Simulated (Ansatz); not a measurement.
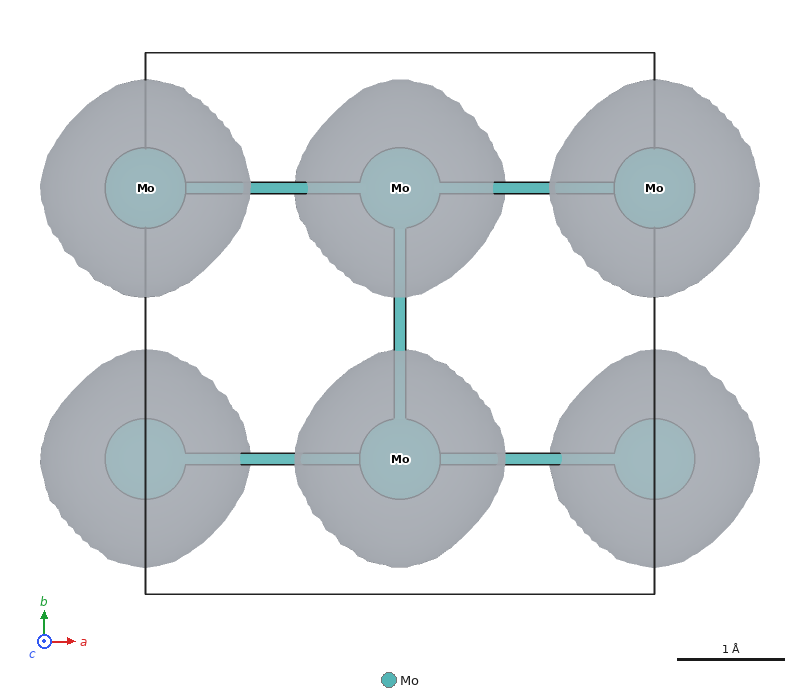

Figure 1: Mo. Isosurface of the valence charge density (pseudo) at 0.8 e/Å³ (grey), seen along the c axis. Sticks mark near contacts.

Space group Imma; a structure from a database of computed crystals, not necessarily the ambient phase; computed without spin polarisation.

The calculation used DFT r2SCAN, scalar-relativistic, plane waves, PAW (Ansatz 0.2.0).

The density is the valence pseudo-density of a PAW calculation; it isn't the true density close to the nuclei.

```yaml
crystal:
  lattice:
    - [0.00000, -4.76109, 0.00000]
    - [0.00000, 0.00000, 5.06780]
    - [-2.74882, 0.00000, 0.00000]
  atoms:
    - { symbol: Mo, position: [0.50000, 0.75000, 0.54547] }
    - { symbol: Mo, position: [0.00000, 0.25000, 0.04547] }
    - { symbol: Mo, position: [0.00000, 0.75000, 0.95453] }
    - { symbol: Mo, position: [0.50000, 0.25000, 0.45453] }
```

### How is the density connected at this value?

At this value the density breaks into separate islands; it holds about 70 % of the electrons treated as valence (semicore included). It bridges none of the near contacts. It is pinched off along the sampled Mo–Mo (2.55 Å), Mo–Mo (2.63 Å) and Mo–Mo (2.75 Å) contacts. On the grid the lowest density along these lines, outside the cores, is 0.53 e/Å³ (Mo–Mo, 2.55 Å), 0.46 e/Å³ (Mo–Mo, 2.63 Å) and 0.37 e/Å³ (Mo–Mo, 2.75 Å).
